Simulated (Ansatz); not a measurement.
# Co: 5 runs along one coordinate

System: Co (Im-3m, 1 atom in the cell).
Method: Kohn-Sham DFT of a periodic cell, PBE, Ansatz PAW, spin-polarised (Ansatz 0.2.0).

The 5 runs differ only in the geometry, by an even scaling of the cell at fixed fractional positions. The structure derives from a Materials Project entry.

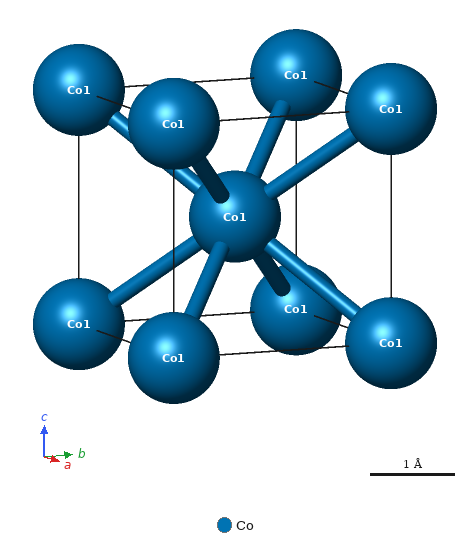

Figure 1. The structure of run 3 (ball-and-stick view of the cell 2 times as large as that of the calculation, set on its symmetry axes, seen slightly off an axis; atoms are numbered from 1 in the order of the input).

**Input of run 3**
```yaml
crystal:
  lattice:
    - [-1.4116071581, 1.4116071581, 1.4116071581]
    - [1.4116071581, -1.4116071581, 1.4116071581]
    - [1.4116071581, 1.4116071581, -1.4116071581]
  atoms:
    - { symbol: Co, position: [0.0, 0.0, 0.0], spin: 2.0 }
hamiltonian:
  xc: pbe
  pseudopotentials: { kind: paw }
magnetization:
  spin_polarized: true
kpoints:
  mp_grid: { grid: [13, 13, 13] }
scf:
  occupations: { method: fermi_dirac, width: 0.05 }
output:
  forces: true
  stress: true
  eigenvalues: true
```

Command:
```bash
ansatz run input.yaml --threads 1 --pin off --max-ram 2560MiB --backend cpu --events-out ev --progress --plain --runs-dir out
```

Lattice vectors (Å) and fractional positions of run 3:
```
  -1.411607    1.411607    1.411607
   1.411607   -1.411607    1.411607
   1.411607    1.411607   -1.411607
Co  0.000000  0.000000  0.000000
```

Run 4 differs from it as follows:
```diff
-    - [-1.4116071581, 1.4116071581, 1.4116071581]
-    - [1.4116071581, -1.4116071581, 1.4116071581]
-    - [1.4116071581, 1.4116071581, -1.4116071581]
+    - [-1.4207736952, 1.4207736952, 1.4207736952]
+    - [1.4207736952, -1.4207736952, 1.4207736952]
+    - [1.4207736952, 1.4207736952, -1.4207736952]
```

**Results, with one run withheld**

```csv
run,volume per atom (Å³),"free energy per atom, from the lowest run given (meV)",pressure (GPa)
1,10.369,29.71,15.73
2,10.810,1.77,4.98
3,11.251,0.00,−3.28
4,11.472,?,?
5,11.692,18.09,−9.61
```

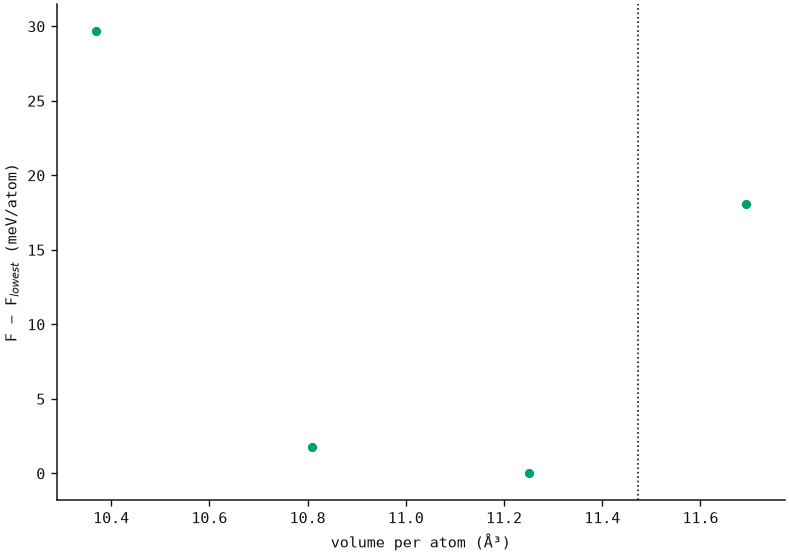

Figure 2. Free energy per atom of the runs given; the dotted line marks run 4.

What should run 4 give?

A quadratic polynomial in V^(−2/3) (the Birch–Murnaghan form), fitted to the 4 runs given, misses them by at most 0.27 meV per atom. With x = V^(−2/3) − 0.20203 Å⁻², it reads F = −1.8739 + 565.08 x + 3.9219e+05 x² (meV per atom). At run 4 it gives 6.64 meV per atom, and the run itself gives 6.86. The slope of the fit gives a pressure −dF/dV of −6.77 GPa there, and the run prints −6.62 GPa. The two needn't agree exactly: the fit is approximate, and the printed stress is taken on a finite basis. The fit has its minimum at 11.071 Å³ per atom, where V d²F/dV² gives 204 GPa: the bulk modulus at this level, since symmetry fixes the shape and the positions.

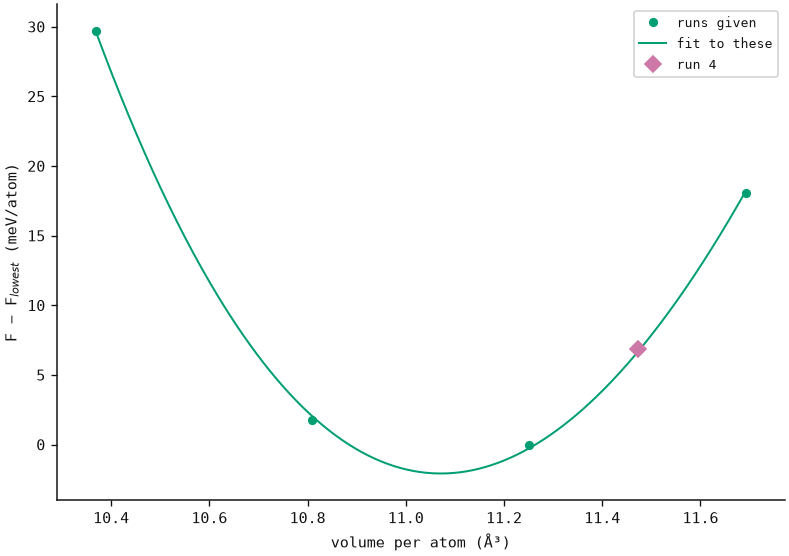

Figure 3. The fit and the withheld run.

**Output, shortened to warnings, some set-up lines, iterations and results (run 4)**
```
Basis set: ecut = 420 eV, 225 PW (Γ), exchange–correlation on 36×36×36 points (8 copies of the dense FFT grid, shifted against one another)
Symmetry: 48 space group operations
k-points: 84 of 2197
Initial density: superposition of atomic densities (chi_scale 0.1, normalization cell)
[...]
SCF iter   1: F=—  HF=-5125.808204 eV  |F-HF|=—  |Δ(HF+E_count)|=         —  Δρ=1.12e-1 (↑1.99e-2 ↓1.12e-1)  dr2=1.12e0  dr2_m=2.38e-1  M=2.002 μB ∫|m|=2.062 μB  β_m=0.30  …
SCF iter   2: F=—  HF=-5125.401981 eV  |F-HF|=—  |Δ(HF+E_count)|=   4.06e-1  Δρ=4.93e-2 (↑4.93e-2 ↓2.10e-2)  dr2=8.48e-2  dr2_m=1.02e-1  M=1.938 μB ∫|m|=2.018 μB  β_m=0.29  …
SCF iter   3: F=—  HF=-5125.659342 eV  |F-HF|=—  |Δ(HF+E_count)|=   2.57e-1  Δρ=2.29e-2 (↑2.29e-2 ↓1.98e-2)  dr2=7.23e-3  dr2_m=4.15e-2  M=1.906 μB ∫|m|=1.998 μB  β_m=0.49  …
SCF iter   4: F=—  HF=-5125.999863 eV  |F-HF|=—  |Δ(HF+E_count)|=   3.41e-1  Δρ=1.45e-2 (↑5.86e-3 ↓1.45e-2)  dr2=2.12e-2  dr2_m=5.51e-3  M=1.804 μB ∫|m|=1.933 μB  β_m=0.75  …
SCF iter   5: F=—  HF=-5126.057986 eV  |F-HF|=—  |Δ(HF+E_count)|=   5.81e-2  Δρ=3.45e-3 (↑3.45e-3 ↓1.94e-3)  dr2=1.83e-3  dr2_m=7.88e-5  M=1.760 μB ∫|m|=1.908 μB  β_m=0.71  …
SCF iter   6: F=—  HF=-5126.060149 eV  |F-HF|=—  |Δ(HF+E_count)|=   2.16e-3  Δρ=9.94e-4 (↑9.94e-4 ↓3.70e-4)  dr2=8.27e-5  dr2_m=2.04e-5  M=1.749 μB ∫|m|=1.902 μB  β_m=0.86  …
SCF iter   7: F=—  HF=-5126.060172 eV  |F-HF|=—  |Δ(HF+E_count)|=   2.24e-5  Δρ=3.20e-4 (↑1.91e-4 ↓3.20e-4)  dr2=1.76e-5  dr2_m=1.15e-6  M=1.748 μB ∫|m|=1.902 μB  β_m=0.93  …
SCF iter   8: F=—  HF=-5126.060181 eV  |F-HF|=—  |Δ(HF+E_count)|=   8.65e-6  Δρ=8.86e-5 (↑2.00e-5 ↓8.86e-5)  dr2=5.16e-7  dr2_m=2.30e-7  M=1.748 μB ∫|m|=1.901 μB  β_m=0.96  …
SCF iter   9: F=—  HF=-5126.060181 eV  |F-HF|=—  |Δ(HF+E_count)|=   5.48e-8  Δρ=1.49e-5 (↑4.32e-6 ↓1.49e-5)  dr2=1.24e-8  dr2_m=8.29e-9  M=1.747 μB ∫|m|=1.901 μB  β_m=0.98  …
SCF iter  10: F=-5126.060181 eV  HF=-5126.060181 eV  |F-HF|=1.09e-11  |Δ(HF+E_count)|=  6.79e-10  Δρ=4.43e-7 (↑4.43e-7 ↓2.74e-7)  dr2=1.35e-11  dr2_m=1.04e-11  M=1.747 μB …
SCF 1 converged in 10 iterations: F = -5126.060181 eV  dr2 = 1.35e-11
SCF converged after 10 iterations
Magnetization: 1.7474 μB (9.3737 up, 7.6263 down)
Absolute magnetization: 1.9015 μB (∫|ρ↑−ρ↓|, with the PAW one-centre terms)
Spin contamination: 0.0304 ħ² per cell (⟨S²⟩ above its minimum at these occupations)
Per-site moments (μB) at R_I (Å): [(1.819234382647105, 1.0151015432843085)]
Free energy (F): -5126.060181 eV
Harris-Foulkes:  -5126.060181 eV  (|F-HF|=1.09e-11)
Internal energy: -5126.045502 eV  (E = F + TS)
E sigma→0 (E₀):  -5126.052841 eV
Entropy (-TS):   -0.014678 eV (-14.678 meV/atom)
Fermi energy:    17.843460 eV
--- Per-component energies (eV) ---
  E_band       = -263.821437
  E_kinetic    = 451.615948
  E_local      = -2910.328412  (includes V_loc(G=0)·N_el)
  E_nonlocal   = 454.565641
  E_hartree    = 1216.384232
  E_xc         = -158.363024
  E_vxc        = -204.306297  (∫ρ·V_xc dr)
  E_paw        = -1515.058336  (= ΣΔE_a)
  E_vpaw       = -488.137077  (= ΣTr[D̂ρ^β])
  E_aug_tail   = 0.000050  (compensation charges beyond the density's cutoff)
  E_ewald      = -2664.861602
  E_smearing   = -0.014678  (= −TS)
  E_closure    = 0.000000  (closes the sum)
  Σ components = -5126.060181   (vs F -5126.060181, Δ=0.00e0)
--- Forces (eV/Å), atoms counted from 1 ---
  atom   1  Co    -0.00000000     0.00000000    -0.00000000
  max |Σ_I F_I| component: 1.23e-31 eV/Å
--- Stress (GPa, compression-positive) ---
       -6.622569      -0.000000       0.000000
       -0.000000      -6.622569      -0.000000
        0.000000       0.000000      -6.622569
  P = ⅓ Tr σ = -6.6226 GPa (-66.226 kbar)
```
